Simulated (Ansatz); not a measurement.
System: BaO, space group Fm-3m (No. 225) (one of a set of cubic test structures, which need not be the stable phase).

Input of one of the runs behind the figure:
```
crystal:
  lattice:
    - [0.0, 2.77624104552, 2.77624104552]
    - [2.77624104552, 0.0, 2.77624104552]
    - [2.77624104552, 2.77624104552, 0.0]
  atoms:
    - { symbol: Ba, position: [0.0, 0.0, 0.0] }
    - { symbol: O, position: [0.5, 0.5, 0.5] }
kpoints:
  mp_grid: { grid: [4, 4, 4] }
hamiltonian:
  xc: hse06
  pseudopotentials: { kind: paw }
scf:
  occupations: { method: fermi_dirac, width: 0.05 }
  convergence: { dr2_threshold: "1e-10 eV" }
  exx: { energy_threshold: "2e-8 eV" }
output:
  forces: true
  stress: true
  eigenvalues: true
```

Launched with:
```bash
ansatz run input.yaml --threads 2
```

Method: equation of state of a cubic crystal from periodic Kohn-Sham density functional theory without spin, third-order Birch-Murnaghan fit to the free energies; pressure corrected for the finite basis (Ansatz 0.2.0 development build). Level: HSE06.

- structure type: rock salt
- atoms in cell: 2
- space group number: 225
- lattice centring: face-centred primitive
- k mesh: 4×4×4
- occupation method: Fermi–Dirac
- occupation width: 0.05 eV
- wave cutoff: 420 eV
- datasets: soft-1 PAW
- density tolerance: 0 eV
- bands: 12
- density cutoff ratio: 4
- search for lower states: default
- exchange singularity: Wigner-Seitz

What does the calculation give for the energy above the lowest point and pressure against volume? The volume takes the values 20.09, 20.74, 21.40, 22.05, 22.71 Å³/atom.

A third-order Birch–Murnaghan fit gives V0 = 21.16 Å³/atom, B0 = 74.6 GPa and B′ = 4.2. The energy above the lowest point is 13.2 meV/atom at volume 20.09 Å³/atom and 22.7 meV/atom at 22.71 Å³/atom; the lowest computed point is at volume 21.40 Å³/atom (0.0 meV/atom), and no other minimum shows. The pressure falls from 4.392 GPa at volume 20.09 Å³/atom to −4.535 GPa at 22.71 Å³/atom, and changes sign near 21.17 Å³/atom.

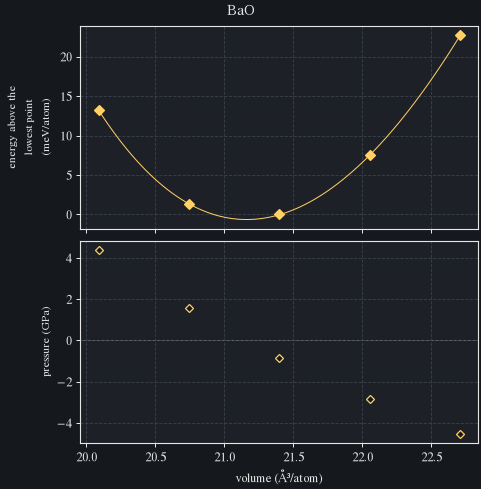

Note: modest k-mesh, values are not fully converged in k.
